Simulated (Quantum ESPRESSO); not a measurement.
# Run report: Bi, relaxation of cell and atoms

Bi (P2/m, 2 atoms in the cell), computed with Kohn-Sham DFT of a periodic cell, PBEsol, PseudoDojo 0.4.1 SR PBEsol standard, no spin polarisation (Quantum ESPRESSO 7.5).

The structure derives from a Materials Project entry.

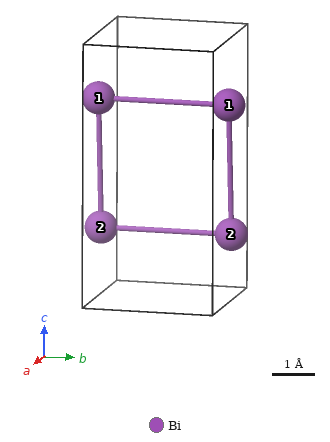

Figure 1. The input geometry (ball-and-stick view of the cell of the calculation, seen slightly off an axis; atoms are numbered from 1 in the order of the input). An atom can appear more than once, as a periodic image.

The input:
```python
import numpy as np
from ase.calculators.espresso import Espresso, EspressoProfile
import spglib
from ase import Atoms
from ase.io import read

atoms = read('Bi.cif')
cell, pos, num = spglib.standardize_cell((atoms.cell[:], atoms.get_scaled_positions(), atoms.numbers), to_primitive=True, symprec=1e-4)
atoms = Atoms(numbers=num, cell=cell, scaled_positions=pos, pbc=True)

input_data = {
    'control': {'calculation': 'scf', 'prefix': 'pwscf', 'outdir': './tmp', 'tprnfor': True, 'tstress': True, 'disk_io': 'low'},
    'system': {'ecutwfc': 66.0, 'nbnd': 22, 'occupations': 'smearing', 'smearing': 'fd', 'degauss': 0.00367493},
    'electrons': {'conv_thr': 4e-10, 'electron_maxstep': 120, 'mixing_beta': 0.5},
}
pseudopotentials = {'Bi': 'Bi.upf'}
profile = EspressoProfile(command='mpirun -n 2 pw.x -nk 2', pseudo_dir='pseudo')
dft = Espresso(profile=profile, input_data=input_data, pseudopotentials=pseudopotentials, kpts=(7, 7, 3), koffset=(0, 0, 0))
atoms.calc = dft

from ase.optimize import BFGS
from ase.filters import FrechetCellFilter
done = BFGS(FrechetCellFilter(atoms), trajectory='opt.traj').run(fmax=0.02, steps=30)
print('converged', done)
print('cell (A)', np.round(atoms.cell.cellpar(), 5))
print(f'energy {atoms.get_potential_energy():.8f} eV')
print('forces (eV/A)')
print(np.round(atoms.get_forces(), 6))
print('stress (eV/A^3, Voigt)')
print(np.round(atoms.get_stress(), 8))
print(f'Fermi level {dft.get_fermi_level():.4f} eV')
```

File Bi.cif:
```
data_Bi
_cell_length_a 3.23837625
_cell_length_b 3.22164332
_cell_length_c 6.44439103
_cell_angle_alpha 90.00000000
_cell_angle_beta 90.71532667
_cell_angle_gamma 90.00000000
_space_group_name_H-M_alt 'P2/m'
_space_group_name_Hall '-P 2y'
_space_group_IT_number 10
loop_
_space_group_symop_operation_xyz
'x,y,z'
'-x,-y,-z'
'-x,y,-z'
'x,-y,z'
loop_
_atom_site_label
_atom_site_type_symbol
_atom_site_symmetry_multiplicity
_atom_site_Wyckoff_symbol
_atom_site_fract_x
_atom_site_fract_y
_atom_site_fract_z
_atom_site_occupancy
Bi1 Bi 2 m 0.5442472500 0.0000000000 0.7495778900 1
```

Launch command:
```bash
OMP_NUM_THREADS=1 python run.py
```

The program's output:
```
Step          Energy          fmax
BFGS:    0    -4458.793731        0.747049
BFGS:    1    -4458.802257        0.561524
BFGS:    2    -4458.812186        0.057434
BFGS:    3    -4458.812327        0.039483
BFGS:    4    -4458.812459        0.038789
BFGS:    5    -4458.812865        0.053917
BFGS:    6    -4458.813220        0.070837
BFGS:    7    -4458.813557        0.070660
BFGS:    8    -4458.813757        0.046531
BFGS:    9    -4458.814046        0.057492
BFGS:   10    -4458.814358        0.055713
BFGS:   11    -4458.814738        0.085453
BFGS:   12    -4458.815105        0.097181
BFGS:   13    -4458.815514        0.079144
BFGS:   14    -4458.816006        0.092449
BFGS:   15    -4458.816307        0.064752
BFGS:   16    -4458.816531        0.047971
BFGS:   17    -4458.816699        0.042692
BFGS:   18    -4458.816931        0.069960
BFGS:   19    -4458.817207        0.071428
BFGS:   20    -4458.817401        0.039713
BFGS:   21    -4458.817465        0.009790
converged True
cell (A) [ 3.24712  3.2481   6.32944 90.      89.97807 90.     ]
energy -4458.81746506 eV
forces (eV/A)
[[ 0.000695  0.       -0.00119 ]
 [-0.000695 -0.        0.00119 ]]
stress (eV/A^3, Voigt)
[-1.3589e-04  1.9465e-04 -2.9197e-04  0.0000e+00  2.7540e-05 -0.0000e+00]
Fermi level 10.3479 eV
```

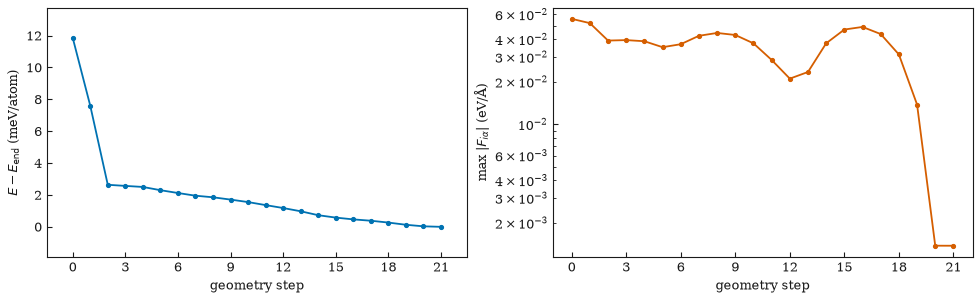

Figure 2. Progress of the relaxation, step by step (steps are counted from 0).

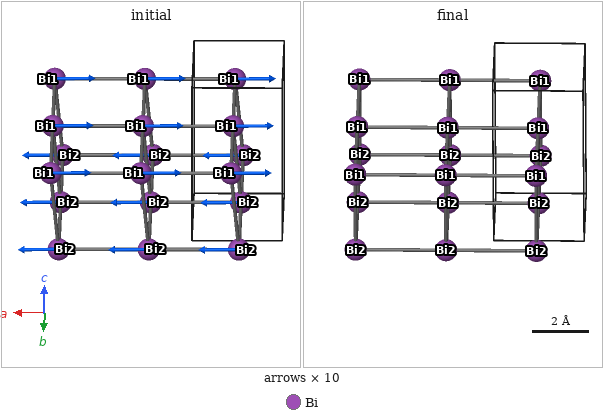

Figure 3. Before (left) and after (right) the relaxation, at one scale (ball-and-stick view of the cell of the calculation, repeated 3 × 2 × 1, seen at an oblique angle). The blue arrows give the displacements (without the part carried along by the change of the cell), magnified 10 times. The largest moves relative to the cell, 0.15 Å, are those of Bi1 and Bi2. The volume changes by −0.7 %, with a 3.238 → 3.247 Å (+0.3 %), b 3.222 → 3.248 Å (+0.8 %), c 6.444 → 6.329 Å (−1.8 %), β 90.7° → 90.0°. Among the contacts that change: Bi1–Bi2 3.244 → 3.164 Å, Bi1–Bi1 3.222 → 3.248 Å. Among the angles that change: Bi1–Bi2–Bi1 169.8° → 179.8°, Bi1–Bi2–Bi2 95.8° → 89.9°, Bi1–Bi2–Bi2 84.2° → 90.1°. The space group (tolerance 0.01 Å) goes from P2/m (No. 10) to Pmma (No. 51). Over 21 geometry steps the energy falls by 11.9 meV per atom. The largest force component goes from 0.056 to 0.0014 eV/Å. (Atoms are counted from 1 in the order of the input.)

Results in brief:

| quantity | value |
| --- | --- |
| outcome | converged |
| space group (tolerance 0.01 Å) | P2/m (10) → Pmma (51) |
| electrons treated | 30 |
| free energy | −4458.8179 eV |
| Fermi energy | 10.348 eV |
| gap on the k-point mesh | none (metallic) |
| pressure | 0.01 GPa |
| final volume | 66.76 Å³ |
| largest force (length of the vector) at the end | 0.001 eV/Å |
| final cell | a = 3.247 Å, b = 3.248 Å, c = 6.329 Å, α = 90.00°, β = 89.98°, γ = 90.00° |
| hardware | 2 threads of Arm Neoverse V2, 24 GiB of memory available, shared host |
| wall time | 5.8 min (CPU time 12 min) |
| peak memory | 0.2 GiB |

Further notes kept with the run: SCF correction compared to forces is large. Points of doubt noted for this run: coarse mesh. Spin–orbit coupling is left out, which matters for Bi.
